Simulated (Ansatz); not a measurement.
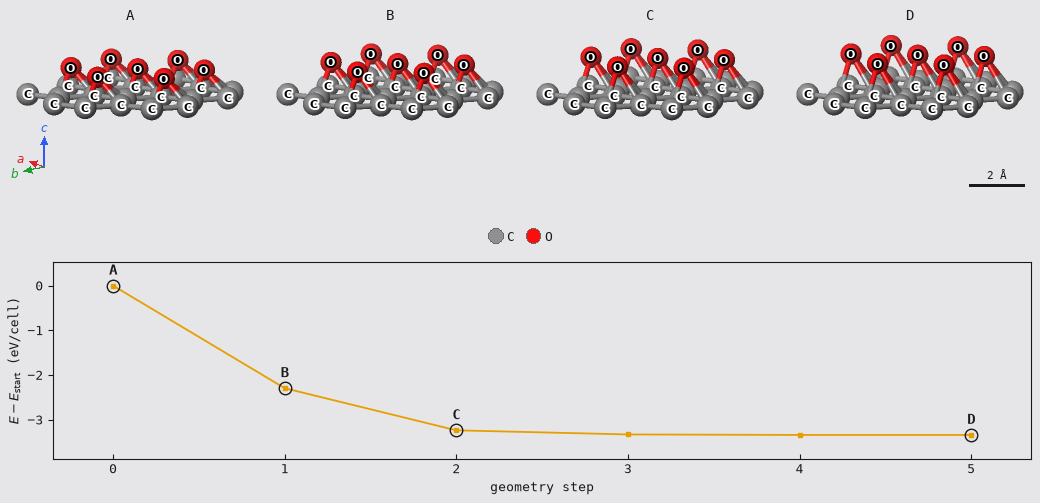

Frames of a constrained relaxation of a slab of composition C$_{8}$O (cut from the P6_3/mmc phase), marked on the history of the run. Style: ball-and-stick. Shown: the atoms within 4.2 Å of the atom that moves most (axes of the 3 × 3 repeat of the cell, outlined in the plane, without the vacuum), from a free direction.

Case: O over the place (2/4, 1/4) of the surface cell, its height relaxed. The slab is the (0 0 1) face of C with O on it. 8 atoms are held fixed.

The calculation used Ansatz, DFT PBE+D3(BJ), scalar-relativistic, plane waves, PAW.

The input:
```yaml
crystal:
  lattice:
    - [2.464979667, 0.0, 0.0]
    - [-1.2324898335, 2.1347350114, 0.0]
    - [0.0, 0.0, 29.1076495408]
  atoms:
    - { symbol: C, position: [0.0, 0.0, 0.2920194646] }
    - { symbol: C, position: [0.6666666667, 0.3333333333, 0.2920194566] }
    - { symbol: C, position: [0.0, 0.0, 0.4077696707] }
    - { symbol: C, position: [0.3333333333, 0.6666666667, 0.4077696627] }
    - { symbol: C, position: [0.0, 0.0, 0.5235198769] }
    - { symbol: C, position: [0.6666666667, 0.3333333333, 0.5235198689] }
    - { symbol: C, position: [0.0, 0.0, 0.6392700831] }
    - { symbol: C, position: [0.3333333333, 0.6666666667, 0.6392700751] }
    - { symbol: O, position: [0.5, 0.25, 0.6715639994] }
basis:
  ecutwfc: 420
kpoints:
  mp_grid: { grid: [12, 12, 1] }
hamiltonian:
  xc: pbe
  dispersion: d3bj
scf:
  occupations: { method: gaussian, width: 0.1 }
output:
  forces: true
  eigenvalues: true
  write_density: true
  write_potential: true
  elf: true
  volumetric_format: npy
relax:
  adjacent_minimum: "off"
  f_tol: 0.02
  max_steps: 25
  constraints: [{ sites: [0, 1, 2, 3, 4, 5, 6, 7] }, { site: 8, fix: xy }]
efield:
  axis: 3
  dipole_correction: true
  ramp_width: 0.04
```

Command:
```bash
ansatz run input.yaml --threads 2 --pin off --max-ram 5120MiB --backend cpu --events-out ev --progress --plain --runs-dir out
```

### Describe the path.

The atom that moves furthest is O9 (0.51 Å along the normal (+c)). C stays in place. The cell stays as it was. Some distances before and after: C7–O9 1.422 → 1.797 Å, C8–O9 1.590 → 1.932 Å. Among the angles between lasting bonds that change: C8–C7–O9 138.6° → 126.4°, C8–C7–O9 68.0° → 72.7°. The energy falls by 3.340 eV per cell of the calculation in 5 geometry steps. Largest force component: 16 eV/Å at the start, 0.0084 eV/Å at the end. From step 0 to 1: O9 moves most (0.19 Å), energy −2.295 eV per cell of the calculation. From step 1 to 2: O9 moves most (0.19 Å), energy −0.942 eV per cell of the calculation. From step 2 to 5: O9 moves most (0.12 Å), energy −0.103 eV per cell of the calculation.

Limits of the set-up: the periodic images lie only 2.5 Å apart, so the values are limited by the cell's size.
